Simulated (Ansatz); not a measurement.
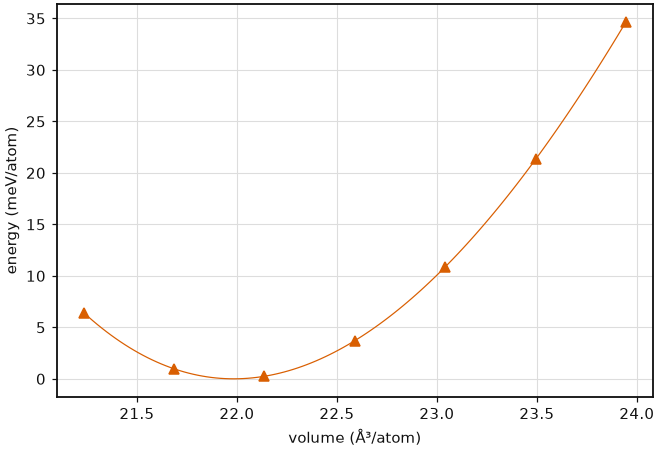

Plotted: energy against volume for GaAs, space group F-43m (No. 216).

Starting cell:
```cif
data_structure
_symmetry_space_group_name_H-M 'P 1'
_symmetry_Int_Tables_number 1
_cell_length_a 3.9978
_cell_length_b 3.9978
_cell_length_c 3.9978
_cell_angle_alpha 60.000
_cell_angle_beta 60.000
_cell_angle_gamma 60.000
_cell_volume 45.18
loop_
_atom_site_label
_atom_site_type_symbol
_atom_site_fract_x
_atom_site_fract_y
_atom_site_fract_z
_atom_site_occupancy
As1 As 0.75000 0.75000 0.75000 1
Ga1 Ga 0.00000 0.00000 0.00000 1
```

How it was computed, with Ansatz 0.2.0: plane-wave DFT, no spin polarisation; energies at scaled volumes of the given cell, shape and fractions fixed, counted from the fit's minimum, third-order Birch-Murnaghan fit. Level: PBEsol with D3(BJ).

k mesh 8×8×8; occupations Fermi–Dirac; smearing width 0.05 eV; potentials Ansatz PAW; wave cutoff 420 eV; density cutoff 1680 eV.

From this curve and the settings, what does the calculation give for the pressure at the same points?

The pressure falls from 2.83 GPa at volume 21.23 Å³/atom to −5.19 GPa at 23.95 Å³/atom, and changes sign near 21.99 Å³/atom.

```
volume (Å³/atom)  pressure (GPa)
           21.23            2.83
           21.69            1.06
           22.14           -0.51
           22.59           -1.91
           23.04           -3.15
           23.49           -4.24
           23.95           -5.19
```
